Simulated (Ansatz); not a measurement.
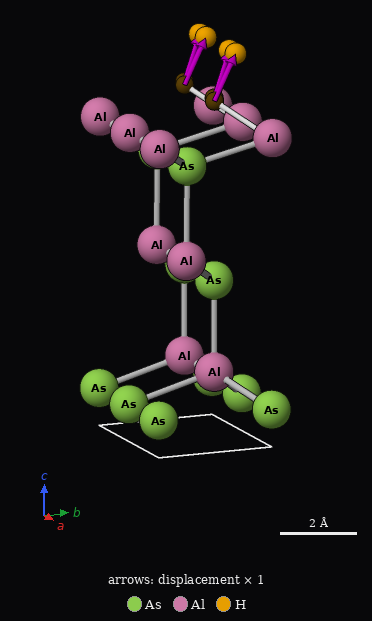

A constrained relaxation of a slab of composition Al3As3H2 (cut from the F-43m phase). The starting structure is drawn faded, the final one solid; purple arrows show the displacements, at their true length.

Style: ball-and-stick. Shown: the 2 × 1 repeat of the cell, outlined in the plane, without the vacuum, slightly off an axis.

Case: H2 put at a hollow As-As-As site. The slab is the (1 1 1) face of AlAs with H2 on it. 3 atoms are held fixed.

These are results of DFT PBEsol, scalar-relativistic, plane waves, PAW (Ansatz 0.2.0), not measurements. Set-up: plane-wave cutoff 420 eV; k-point mesh 9 × 9 × 1; occupations gaussian; smearing width 0.05 eV; no spin polarisation; dipole correction; atoms relaxed in a fixed cell; force threshold 0.03 eV/Å; at most 70 steps.

> Which element moves most?

Hydrogen: up to 1.42 Å, against 0.03 Å for aluminium.

> Describe the change and its energy.

The largest move is that of an H atom, 1.42 Å at 30° to the normal (+c side). Largest moves by element: H 1.42 Å, Al 0.03 Å, As 0.02 Å. The cell doesn't change. Some distances before and after: Al–H 2.026 → 2.726 Å, Al–As 2.578 → 2.547 Å, H–H 0.750 → 0.777 Å, Al–As 2.412 → 2.418 Å. The energy falls by 0.673 eV per cell of the calculation in 10 accepted moves (11 points after the start). The largest force component goes from 1.6 to 0.016 eV/Å. 1 step only repeated the SCF at the same geometry. Cost: 2.8 min on 4 threads of Intel(R) Xeon(R) Platinum 8259CL CPU @ 2.50GHz (Skylake/Cascade Lake) (shared host), peak memory 1 GiB.

Limits of the set-up: the periodic images lie only 4.0 Å apart, so the values are limited by the cell's size.
